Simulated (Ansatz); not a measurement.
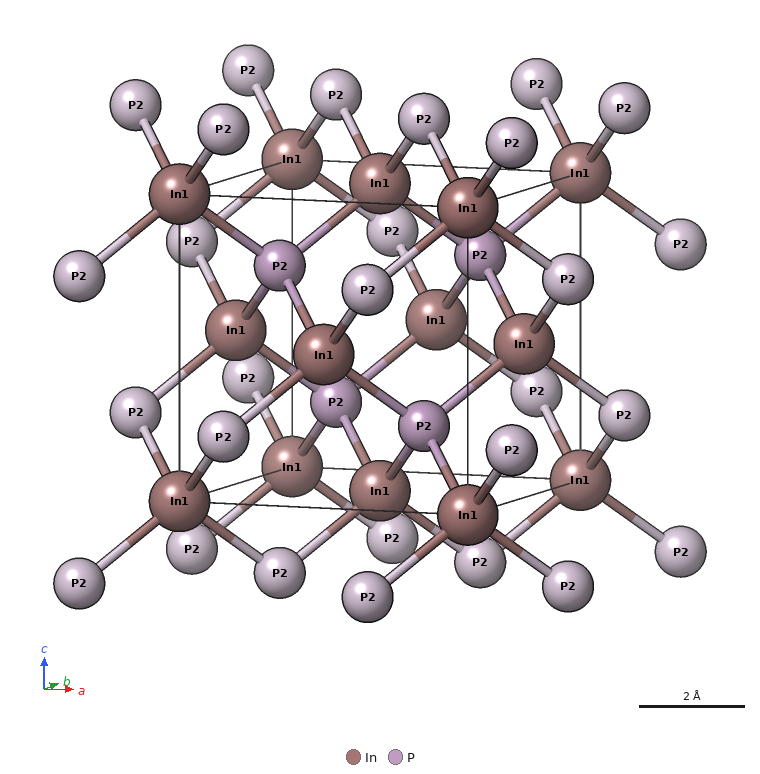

*The structure (ball-and-stick view of the cell 4 times as large as that of the calculation, set on its symmetry axes, seen slightly off an axis; neighbours outside the cell are drawn fainter; atoms are numbered from 1 in the order of the input).*

Near neighbours in the crystal (not all of them lie inside the picture): In has 4 P at 2.56 Å; P has 4 In at 2.56 Å.

**Run report: InP, GW calculation**

InP (F-43m, 2 atoms in the cell), computed with G0W0 on PBE, plane waves, PAW, no spin polarisation (Ansatz 0.2.0).

The structure derives from an entry of the Crystallography Open Database. The geometry comes from this level: r2SCAN. It belongs to a series of runs on one base structure; here: frequency model. Figures and captions count atoms from 1; the log counts them from 0 in places.

**Input file**
```yaml
crystal:
  lattice:
    - [0.0, 2.9538133482, 2.9538133482]
    - [2.9538133482, 0.0, 2.9538133482]
    - [2.9538133482, 2.9538133482, 0.0]
  atoms:
    - { symbol: In, position: [0.0, 0.0, 0.0] }
    - { symbol: P, position: [0.25, 0.25, 0.25] }
kpoints:
  mp_grid: { grid: [4, 4, 4] }
hamiltonian:
  xc: pbe
scf:
  occupations: { method: fixed }
gw:
  n_empty_bands: 193
  ecut_chi: 140
  qp_bands: [v2, c2]
  qp_kpoints: band_edges
  screening: { model: godby_needs }
```

Launch command:
```bash
ansatz run input.yaml --threads 2 --pin off --max-ram 3686MiB --backend cpu --events-out ev --progress --plain --runs-dir out
```

**Output**
```
Engine: ansatz 0.2.0, aarch64-unknown-linux-gnu
Pseudopotentials: kind: paw
Pseudopotential: In, paw, valence charge 13, recommended cutoff 420 eV (normal), In.paw.azcp
Pseudopotential: P, paw, valence charge 5, recommended cutoff 420 eV (normal), P.paw.azcp
Functional definition: PBE
  parameter kappa = 0.804
  parameter beta = 0.06672455060314922
  exchange = pbe_x(kappa = kappa, mu = beta*pi^2/3)
  correlation = pbe_c(beta = beta)
Crystal: 2 atoms, lattice volume = 51.544 Å³
Basis set: ecut = 420 eV, 965 PW (Γ)
Bands: 13, of which v1, the nominal top of the filled ones, is band 9 counted from 1 (8 counted from 0)
Symmetry: 24 space group operations
Space group: F-43m (ITA 216), of the structure as read, at distance tolerance 3.7e-5 Å
k-points: 8 of 64 (time reversal used)
Non-local potential: In, projectors of the file, l = 0: 2, l = 1: 2, l = 2: 2, l = 3: 2
Non-local potential: P, projectors of the file, l = 0: 2, l = 1: 2, l = 2: 2
PAW form: soft (Blöchl's): semilocal exchange-correlation on the pseudo side does not see the compensation charge
PAW one-centre angular grid: In, 590 points (default); XC on 64 Gauss nodes
PAW one-centre angular grid: P, 110 points (default); XC on 64 Gauss nodes
Initial density: superposition of atomic densities (neutral atoms: chi_scale 0, normalization atom), corrected by the library's trained network
Initial wavefunctions: pseudopotential atomic-orbital guess
Functional: x = pbe(κ = 0.804, μ = 0.2195149727645171), c = pbe(β = 0.06672455060314922)
SCF iter   1: F=—  HF=-6353.893779 eV  |F-HF|=—  |Δ(HF+E_count)|=         —  Δρ=1.06e-3  dr2=3.75e-4  ethr=1.77e-3  ⟨swp⟩=5.1  Hψ=552  notcnv=0  defer=13
preconditioner: auto → none  [insulator: Δε(μ)=0.571 eV  Ē_g=14.597 eV  n_scr=14 (ndim 8)  ℏωp=21.9 eV  f_vac=0.023  ε∞_Penn≈3.3]
SCF iter   2: F=—  HF=-6353.892617 eV  |F-HF|=—  |Δ(HF+E_count)|=   1.16e-3  Δρ=7.26e-4  dr2=2.31e-4  ethr=2.09e-6  ⟨swp⟩=2.9  Hψ=269  notcnv=0  defer=15
SCF iter   3: F=—  HF=-6353.892545 eV  |F-HF|=—  |Δ(HF+E_count)|=   7.11e-5  Δρ=3.42e-4  dr2=4.48e-5  ethr=1.28e-6  ⟨swp⟩=2.5  Hψ=181  notcnv=0  defer=15
SCF iter   4: F=—  HF=-6353.892573 eV  |F-HF|=—  |Δ(HF+E_count)|=   2.77e-5  Δρ=2.17e-4  dr2=1.67e-5  ethr=2.49e-7  ⟨swp⟩=2.0  Hψ=189  notcnv=0  defer=13
SCF iter   5: F=—  HF=-6353.892570 eV  |F-HF|=—  |Δ(HF+E_count)|=   3.38e-6  Δρ=1.36e-4  dr2=6.19e-6  ethr=9.25e-8  ⟨swp⟩=2.2  Hψ=132  notcnv=0  defer=13
SCF iter   6: F=—  HF=-6353.892568 eV  |F-HF|=—  |Δ(HF+E_count)|=   2.01e-6  Δρ=5.87e-5  dr2=1.13e-6  ethr=3.44e-8  ⟨swp⟩=2.9  Hψ=172  notcnv=0  defer=13
SCF iter   7: F=-6353.892567 eV  HF=-6353.892567 eV  |F-HF|=3.41e-8  |Δ(HF+E_count)|=   4.94e-7  Δρ=1.09e-5  dr2=3.90e-8  ethr=5.56e-10  ⟨swp⟩=5.8  Hψ=594  notcnv=0
SCF 1 converged in 7 iterations: F = -6353.892567 eV  dr2 = 3.90e-8
  greatest PAW one-centre occupation: 0.981 electrons in one spin orbital (limit 2), on the In atom at site 0 (counted from 0), in its partial waves of l = 2
NSCF: frozen V_eff on 8 k-points
G₀W₀ screening: q 1/8
G₀W₀ screening: q 2/8 (q-point 5)
G₀W₀ screening: q 3/8 (q-point 6)
G₀W₀ screening: q 4/8 (q-point 2)
G₀W₀ screening: q 5/8 (q-point 4)
G₀W₀ screening: q 6/8 (q-point 8)
G₀W₀ screening: q 7/8 (q-point 3)
G₀W₀ screening: q 8/8 (q-point 7)
G₀W₀ self-energy: k 1/6
G₀W₀ self-energy: k 2/6
G₀W₀ self-energy: k 3/6
G₀W₀ self-energy: k 4/6
G₀W₀ self-energy: k 5/6
G₀W₀ self-energy: k 6/6
NSCF: frozen V_eff on 1 k-points
SCF converged after 7 iterations
Free energy (F): -6353.892567 eV
Harris-Foulkes:  -6353.892567 eV  (|F-HF|=3.41e-8)
Internal energy: -6353.892567 eV  (E = F + TS)
E sigma→0 (E₀):  -6353.892567 eV
Fermi energy:    6.742189 eV
--- Per-component energies (eV) ---
  E_band       = -56.134006
  E_kinetic    = 313.442464
  E_local      = -1413.076777  (includes V_loc(G=0)·N_el)
  E_nonlocal   = 401.451920
  E_hartree    = 557.153455
  E_xc         = -276.383075
  E_vxc        = -159.587951  (∫ρ·V_xc dr)
  E_paw        = -4725.406893  (= ΣΔE_a)
  E_vpaw       = -312.663166  (= ΣTr[D̂ρ^β])
  E_aug_tail   = 0.000029  (compensation charges beyond the density's cutoff)
  E_ewald      = -1211.073691
  E_smearing   = -0.000000  (= −TS)
  E_closure    = 0.000000  (closes the sum)
  Σ components = -6353.892567   (vs F -6353.892567, Δ=0.00e0)
--- Band table (eV; the first three rows and the last of 8) ---
  k-point 0: bands = ["-7.4480", "-7.4480", "-7.4480", "-7.3095", "-7.3095", "-4.6195", "6.7422", "6.7422", "6.7422", "7.3137", "10.8000", "10.8000", "10.8000"]
  k-point 1: bands = ["-7.5028", "-7.4266", "-7.4266", "-7.3070", "-7.3070", "-3.9683", "3.3343", "6.2021", "6.2021", "8.4526", "11.4869", "11.4869", "11.9863"]
  k-point 2: bands = ["-7.5535", "-7.4124", "-7.4124", "-7.2969", "-7.2969", "-2.9683", "1.1160", "5.7994", "5.7994", "8.1673", "11.5181", "11.5181", "13.7848"]
  k-point 7: bands = ["-7.5843", "-7.3931", "-7.3599", "-7.3278", "-7.2956", "-2.2655", "1.2147", "3.8770", "3.9220", "11.0132", "11.0158", "12.2241", "12.9331"]
--- G₀W₀: ω_p = 21.9434 eV, 64 q-points, 193 empty bands' worth ---
  eigenvalues of the whole cell's RPA ε∞ on this k-mesh (on a slab, of 1 + 4πα/V) = 67.4814, 67.4814, 67.4814; static W/v taken at q = 0 is 0.014819
  GN-PPA: 816104/2380581 pairs with Re ω̃² < 0 across q-mesh
  bands read: the sum over 202 bands ends inside a degenerate multiplet in 2 slots, whose members it reads at an even weight; the widest, k=0: bands 202 to 204 (counted from 1) at 1/3 each
  gw.qp_kpoints: band_edges: 6 of 8 stored k-points solved, in 1 pass; an edge of the gap read off the rows below is read off those points alone
    valence top: of the k-points left out ik 5 came nearest to being solved in a further pass, in band 9 (counted from 1, as in the quasiparticle table): it holds the edge there only if its correction is more favourable than any solved in that band by at least 0.995 eV; those differ by 0.193 eV
    conduction bottom: of the k-points left out ik 4 came nearest to being solved in a further pass, in band 10 (counted from 1, as in the quasiparticle table): it holds the edge there only if its correction is more favourable than any solved in that band by at least 1.653 eV; those differ by 0.509 eV
    ik  band        ε_KS         Σx   Σc(E_QP)       V_xc       Z   E_QP_lin       E_QP  E_QP is
     0     8      6.7422   -16.7653     1.3631   -14.9428  0.7671     6.2815     6.2828  root
     0     9      6.7422   -16.7653     1.3631   -14.9428  0.7671     6.2815     6.2828  root
     0    10      7.3137   -10.0469    -3.9584   -14.0753  0.7848     7.3837     7.3836  root
     0    11     10.8000    -6.9710    -4.4139   -11.4745  0.7868    10.8897    10.8896  root
     1     8      6.2021   -16.3248     1.5101   -14.3215  0.7672     5.7074     5.7089  root
     1     9      6.2021   -16.3248     1.5101   -14.3215  0.7672     5.7074     5.7089  root
     1    10      8.4526    -8.8355    -4.0649   -12.9710  0.7856     8.5233     8.5232  root
     1    11     11.4869    -6.9946    -4.6140   -11.7087  0.7822    11.5871    11.5870  root
     2     8      5.7994   -16.1641     1.6775   -13.9639  0.7660     5.2749     5.2767  root
     2     9      5.7994   -16.1641     1.6775   -13.9639  0.7660     5.2749     5.2767  root
     2    10      8.1673    -8.7433    -3.9973   -12.8016  0.7886     8.2283     8.2283  root
     2    11     11.5181    -6.6070    -4.5874   -11.2454  0.7844    11.5691    11.5691  root
     3     8      5.3756   -15.7594     1.7576   -13.4517  0.7663     4.8234     4.8256  root
     3     9      5.3756   -15.7594     1.7576   -13.4517  0.7663     4.8234     4.8256  root
     3    10      9.2207    -6.9231    -4.0746   -10.9672  0.7931     9.1902     9.1902  root
     3    11      9.7966    -8.4465    -4.3054   -12.7793  0.7794     9.8240     9.8240  root
     6     8      4.4901   -15.4803     2.1283   -12.7411  0.7617     3.8761     3.8793  root
     6     9      4.4901   -15.4803     2.1283   -12.7411  0.7617     3.8761     3.8793  root
     6    10      8.5203    -6.3295    -3.8721    -9.9670  0.7997     8.2861     8.2857  root
     6    11      8.9925    -7.7254    -4.0431   -11.7899  0.7886     9.0139     9.0139  root
     7     8      3.8770   -15.1976     2.2725   -12.2714  0.7606     3.2196     3.2234  root
     7     9      3.9220   -14.5480     2.1250   -11.7707  0.7642     3.2662     3.2698  root
     7    10     11.0132    -9.0204    -4.8687   -14.1637  0.7670    11.2885    11.2878  root
     7    11     11.0158    -6.8589    -4.3673   -11.1030  0.7830    10.8928    10.8926  root
```

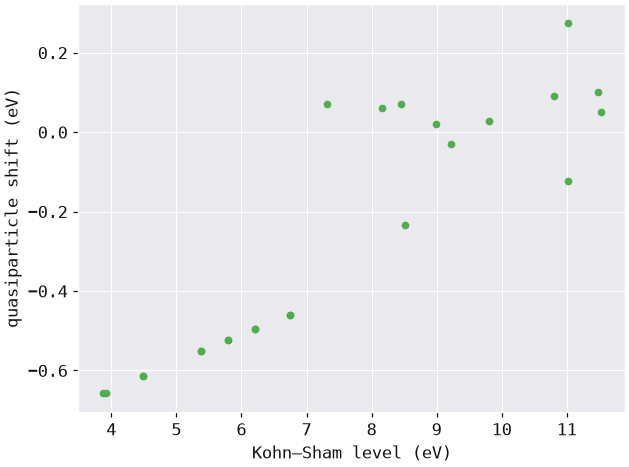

*Quasiparticle corrections (linearised) against the Kohn–Sham levels, for the bands and k-points computed.*

On this mesh the gap goes from 0.57 to 1.10 eV.

**Summary**

| quantity | value |
| --- | --- |
| outcome | converged |
| space group (tolerance 0.01 Å) | F-43m (216) |
| electrons treated | 18 |
| free energy | −6353.8926 eV |
| Fermi energy | 6.742 eV |
| gap on the k-point mesh | 0.57 eV |
| quasiparticle gap on the mesh | 1.10 eV |
| hardware | 2 threads of Arm Neoverse V1, 24 GiB of memory available, shared host |
| wall time | 25 s (CPU time 50 s) |
| peak memory | 0.49 GiB |

**Remarks**

The GW levels are not extrapolated in basis or mesh.
